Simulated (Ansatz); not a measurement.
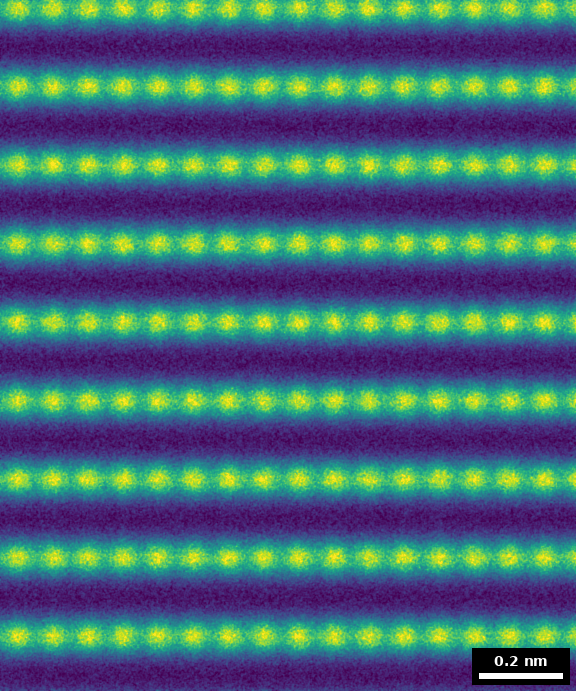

Integrated-DPC-like image of V. Simulated as the projected potential of neutral atoms (B = 0.3 Å²) blurred by a 0.50 Å probe, the thin-sample limit of integrated differential phase contrast. Shot noise was added.

> Measure the repeat of the pattern.

The pattern repeats on a rectangular net of 0.9 × 1.9 Å.

> Which plane group does this projection have?

p2mm: mirror lines in two perpendicular directions, with twofold points where they cross.

> How many columns does the smallest repeating cell hold, and how many levels of brightness?

1 column in the primitive cell of 1.6 Å², all of one brightness.

The crystal is V (Fm-3m, No. 225) seen along [210]. Structure: the geometry relaxed with DFT, PBE, plane waves (420 eV) with PAW, scalar-relativistic in Ansatz 0.2.0; the starting structure was generated, so it need not be a known form of this composition.
